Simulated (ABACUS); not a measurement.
**PtS2: single-point calculation at one volume of an equation of state (part 2 of 2)**

The same run, continued: PtS2 (P-3m1, 3 atoms in the cell); Kohn-Sham DFT of a periodic cell, PBEsol, SG15 ONCV 1.2 PBE, no spin polarisation (ABACUS 3.10.1); cutoff 1142.88 eV, 6×6×4 k-mesh, fermi-dirac of 0.05 eV. The structure derives from an entry of the Crystallography Open Database. It belongs to a series of runs on one base structure; here: volume scaled by 1.02.

Geometry of the input (Å; fractional positions):
```
3.5667  0.0000  0.0000
-1.7833  3.0888  0.0000
0.0000  0.0000  5.0722
Pt 0.0000  0.0000  0.0000
S  0.6667  0.3333  0.7730
S  0.3333  0.6667  0.2270
```

**Log, continued**
```
 -------------------------------------------
                                 init_chg = atomic

 PW ALGORITHM --------------- ION=   1  ELEC=   1--------------------------------

 Notice: Threshold on eigenvalues was too large.
 hsover_error=0.3 > DRHO=0.0796161
 Origin diag ethr = 0.01
 New diag ethr = 0.000265387

 Density error is 0.0619320923237
                          Error Threshold = 0.000265386968645
----------------------------------------------------------
     Energy           Rydberg                 eV
----------------------------------------------------------
 E_KohnSham     -283.3168361174      -3854.7233105295
 E_Harris       -285.6903177418      -3887.0161847187
 E_Fermi        0.8111417613         11.0361498397
----------------------------------------------------------

 PW ALGORITHM --------------- ION=   1  ELEC=   2--------------------------------

 Density error is 0.0725877934336
                          Error Threshold = 0.000206440307746
----------------------------------------------------------
     Energy           Rydberg                 eV
----------------------------------------------------------
 E_KohnSham     -283.3162656005      -3854.7155482481
 E_Harris       -279.1977118438      -3798.6797496380
 E_Fermi        0.8005522068         10.8920715589
----------------------------------------------------------

 PW ALGORITHM --------------- ION=   1  ELEC=   3--------------------------------

 Density error is 0.00611694627916
                          Error Threshold = 0.000206440307746
----------------------------------------------------------
     Energy           Rydberg                 eV
----------------------------------------------------------
 E_KohnSham     -283.3327127059      -3854.9393225971
 E_Harris       -284.3158238657      -3868.3152361379
 E_Fermi        0.8117182788         11.0439937630
----------------------------------------------------------

 PW ALGORITHM --------------- ION=   1  ELEC=   4--------------------------------

 Density error is 4.16352308119e-05
                          Error Threshold = 2.03898209305e-05
----------------------------------------------------------
     Energy           Rydberg                 eV
----------------------------------------------------------
 E_KohnSham     -283.3335208853      -3854.9503184419
 E_Harris       -283.4169383388      -3856.0852711226
 E_Fermi        0.8105732212         11.0284144545
----------------------------------------------------------

 PW ALGORITHM --------------- ION=   1  ELEC=   5--------------------------------

 Density error is 3.31925810491e-06
                          Error Threshold = 1.38784102706e-07
----------------------------------------------------------
     Energy           Rydberg                 eV
----------------------------------------------------------
 E_KohnSham     -283.3335570814      -3854.9508109148
 E_Harris       -283.3095333926      -3854.6239518604
 E_Fermi        0.8104737051         11.0270604691
----------------------------------------------------------

 PW ALGORITHM --------------- ION=   1  ELEC=   6--------------------------------

 Density error is 1.11549237525e-07
                          Error Threshold = 1.1064193683e-08
----------------------------------------------------------
     Energy           Rydberg                 eV
----------------------------------------------------------
 E_KohnSham     -283.3335578419      -3854.9508212628
 E_Harris       -283.3360931254      -3854.9853155636
 E_Fermi        0.8105975995         11.0287461378
----------------------------------------------------------

 PW ALGORITHM --------------- ION=   1  ELEC=   7--------------------------------

 Density error is 2.33487541973e-09
                          Error Threshold = 3.71830791751e-10
----------------------------------------------------------
     Energy           Rydberg                 eV
----------------------------------------------------------
 E_KohnSham     -283.3335578794      -3854.9508217724
 E_KS(sigma->0) -283.3335574034      -3854.9508152969
 E_Harris       -283.3332503096      -3854.9466370707
 E_band         -24.2260145603       -329.6118378511
 E_one_elec     -165.4883578619      -2251.5846195851
 E_Hartree      91.5584549100        1245.7166868522
 E_xc           -31.9620711015       -434.8662868610
 E_Ewald        -177.4415828741      -2414.2165892276
 E_entropy(-TS) -0.0000009519        -0.0000129509
 E_descf        0.0000000000         0.0000000000
 E_exx          0.0000000000         0.0000000000
 E_Fermi        0.8106155001         11.0289896889
----------------------------------------------------------

 charge density convergence is achieved
 final etot is -3854.9508218 eV
 EFERMI = 11.028989689 eV

 STATE ENERGY(eV) AND OCCUPATIONS    NSPIN == 1
 1/6 kpoint (Cartesian) = 0.0000 0.0000 0.0000 (4839 pws)
       1       -89.0162      0.0138889
       2       -43.1203      0.0138889
       3       -43.1203      0.0138889
       4       -42.9464      0.0138889
       5       -4.84488      0.0138889
       6       -1.64861      0.0138889
       7        3.67112      0.0138889
       8        3.67112      0.0138889
       9        3.77835      0.0138889
      10        6.70197      0.0138889
      11        6.70197      0.0138889
      12        8.83019      0.0138889
      13        9.46713      0.0138889
      14        9.46713      0.0138889
      15        10.4821      0.0138886
      16        13.0143    7.90954e-20
      17        13.0143    7.90954e-20
      18        15.2491    3.06857e-39
      19        16.0022    8.82695e-46

 2/6 kpoint (Cartesian) = -0.046729 0.026979 0.0000 (4887 pws)
       1       -89.0161      0.0833333
       2       -43.1258      0.0833333
       3       -43.1217      0.0833333
       4       -42.9457      0.0833333
       5       -4.48358      0.0833333
       6       -1.86152      0.0833333
       7        3.90829      0.0833333
       8        3.92930      0.0833333
       9        4.15719      0.0833333
      10        6.12906      0.0833333
      11        6.46552      0.0833333
      12        7.96960      0.0833333
      13        9.38766      0.0833333
      14        9.41160      0.0833333
      15        10.4811      0.0833319
      16        12.0806    6.12141e-11
      17        12.8342    1.74099e-17
      18        16.2957    1.49623e-47
      19        17.1554    5.09615e-55

 3/6 kpoint (Cartesian) = -0.093458 0.053958 0.0000 (4919 pws)
       1       -89.0159      0.0833333
       2       -43.1366      0.0833333
       3       -43.1245      0.0833333
       4       -42.9444      0.0833333
       5       -3.57870      0.0833333
       6       -2.27024      0.0833333
       7        3.89772      0.0833333
       8        4.36166      0.0833333
       9        5.11334      0.0833333
      10        5.25042      0.0833333
      11        6.41690      0.0833333
      12        7.41102      0.0833333
      13        8.57715      0.0833333
      14        8.60681      0.0833333
      15        9.24771      0.0833333
      16        12.2023    5.36084e-12
      17        13.1023    8.16930e-20
      18        15.7934    3.45063e-43
      19        17.9025    1.65202e-61

 4/6 kpoint (Cartesian) = 0.14019 0.24281 0.0000 (4908 pws)
       1       -89.0158      0.0416667
       2       -43.1420      0.0416667
       3       -43.1258      0.0416667
       4       -42.9437      0.0416667
       5       -2.84690      0.0416667
       6       -2.60189      0.0416667
       7        3.10350      0.0416667
       8        4.51641      0.0416667
       9        5.43992      0.0416667
      10        6.25158      0.0416667
      11        7.21196      0.0416667
      12        7.35175      0.0416667
      13        7.43070      0.0416667
      14        7.63283      0.0416667
      15        8.26291      0.0416667
      16        12.3110    3.05166e-13
      17        13.3853    1.42172e-22
      18        15.9633    5.77101e-45
      19        16.9683    1.07638e-53

 5/6 kpoint (Cartesian) = -0.046729 0.080937 0.0000 (4894 pws)
       1       -89.0160      0.0833333
       2       -43.1329      0.0833333
       3       -43.1248      0.0833333
       4       -42.9447      0.0833333
       5       -3.84322      0.0833333
       6       -2.15792      0.0833333
       7        4.18956      0.0833333
       8        4.33994      0.0833333
       9        4.68129      0.0833333
      10        5.48005      0.0833333
      11        5.94131      0.0833333
      12        7.49015      0.0833333
      13        8.66348      0.0833333
      14        8.93319      0.0833333
      15        10.3617      0.0833332
      16        11.9394    1.03012e-09
      17        12.4958    1.51451e-14
      18        16.6687    8.60235e-51
      19        17.7265    5.57917e-60

 6/6 kpoint (Cartesian) = 0.14019 0.18885 0.0000 (4903 pws)
       1       -89.0158       0.166667
       2       -43.1393       0.166667
       3       -43.1286       0.166667
       4       -42.9437       0.166667
       5       -2.96419       0.166667
       6       -2.47790       0.166667
       7        3.58120       0.166667
       8        4.38995       0.166667
       9        5.14167       0.166667
      10        5.75829       0.166667
      11        6.18657       0.166667
      12        7.38328       0.166667
      13        7.74316       0.166667
      14        8.20457       0.166667
      15        9.54183       0.166667
      16        11.8773    7.13547e-09
      17        12.4515    7.35186e-14
      18        16.1581    4.69119e-46
      19        18.1341    3.21613e-63

------------------------------------------------------------------------------------------
 TOTAL-FORCE (eV/Angstrom)
------------------------------------------------------------------------------------------
                       Pt1         0.0000000000         0.0000000000         0.0000000000
                        S1         0.0000000000         0.0000000000        -0.7483949306
                        S2         0.0000000000         0.0000000000         0.7483949306
------------------------------------------------------------------------------------------

----------------------------------------------------------------
 TOTAL-STRESS (KBAR)
----------------------------------------------------------------
        40.1970264805         0.0000000007        -0.0000000000
         0.0000000007        40.1970264800        -0.0000000000
         0.0000000000         0.0000000000        44.1096302503
----------------------------------------------------------------
 TOTAL-PRESSURE: 41.501228 KBAR

 --------------------------------------------
 !FINAL_ETOT_IS -3854.9508217723882808 eV
 --------------------------------------------
```

**Standard output**
```
ABACUS v3.10.1

               Atomic-orbital Based Ab-initio Computation at UStc

 dft_functional readin is: pbesol
 dft_functional in pseudopot file is: PBE
 Please make sure this is what you need
 dft_functional readin is: pbesol
 dft_functional in pseudopot file is: PBE
 Please make sure this is what you need

%%%%%%%%%%%%%%%%%%%%%%%%%%%%%%%%%%%%%%%%%%%%%%%%%%%%%%%%%%%%%%%%%%%%%%%%%%%%%%%%%%%%%%%%%%%%%%%%%%%%%%%%%
 Warning: the number of valence electrons in pseudopotential > 10 for Pt: [Xe] 4f14 5d9 6s1
 Pseudopotentials with additional electrons can yield (more) accurate outcomes, but may be less efficient.
 If you're confident that your chosen pseudopotential is appropriate, you can safely ignore this warning.
%%%%%%%%%%%%%%%%%%%%%%%%%%%%%%%%%%%%%%%%%%%%%%%%%%%%%%%%%%%%%%%%%%%%%%%%%%%%%%%%%%%%%%%%%%%%%%%%%%%%%%%%%

 UNIFORM GRID DIM        : 40 * 40 * 60
 UNIFORM GRID DIM(BIG)   : 40 * 40 * 60
 ---------------------------------------------------------
 Self-consistent calculations for electrons
 ---------------------------------------------------------
 SPIN    KPOINTS         PROCESSORS  THREADS
 1       24              4           4
 ---------------------------------------------------------
 Use plane wave basis
 ---------------------------------------------------------
 ELEMENT NATOM       XC
 Pt      1
 S       2
 ---------------------------------------------------------
 Initial plane wave basis and FFT box
 ---------------------------------------------------------
 -------------------------------------------
 SELF-CONSISTENT :
 -------------------------------------------
 START CHARGE      : atomic
 ITER       ETOT/eV          EDIFF/eV         DRHO     TIME/s
 DA1     -3.85472331e+03   0.00000000e+00   6.1932e-02   9.34
 DA2     -3.85471555e+03   7.76228135e-03   7.2588e-02   2.85
 DA3     -3.85493932e+03  -2.23774349e-01   6.1169e-03   2.38
 DA4     -3.85495032e+03  -1.09958447e-02   4.1635e-05   1.81
 DA5     -3.85495081e+03  -4.92472901e-04   3.3193e-06   3.00
 DA6     -3.85495082e+03  -1.03480123e-05   1.1155e-07   2.56
 DA7     -3.85495082e+03  -5.09608899e-07   2.3349e-09   3.83
----------------------------------------------------------------
 TOTAL-STRESS (KBAR)
----------------------------------------------------------------
        40.1970264805         0.0000000007        -0.0000000000
         0.0000000007        40.1970264800        -0.0000000000
         0.0000000000         0.0000000000        44.1096302503
----------------------------------------------------------------
 TOTAL-PRESSURE: 41.501228 KBAR
```

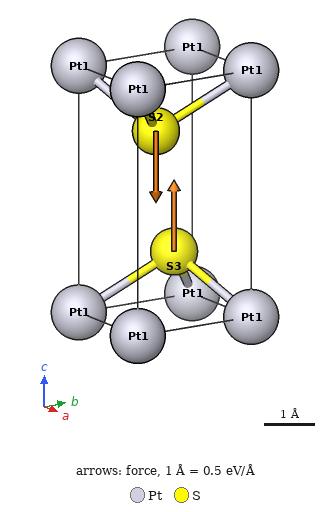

Fig. 1: Forces on the atoms as orange arrows (ball-and-stick view of the cell of the calculation, seen slightly off an axis; atoms are numbered from 1 in the order of the input). The largest act on S2, S3 (0.75 eV/Å). The geometry is not a stationary point of this energy.

**Key numbers**

- outcome: converged
- space group (tolerance 0.01 Å): P-3m1 (164)
- electrons treated: 30
- free energy: −3854.9508 eV
- Fermi energy: 11.029 eV
- gap on the k-point mesh: 0.90 eV
- pressure: 4.15 GPa
- largest force (length of the vector): 0.748 eV/Å
- wall time: 30 s (CPU time 1.9 min)
- peak memory: 0.44 GiB

**Notes**

Spin–orbit coupling is left out, which matters for Pt.
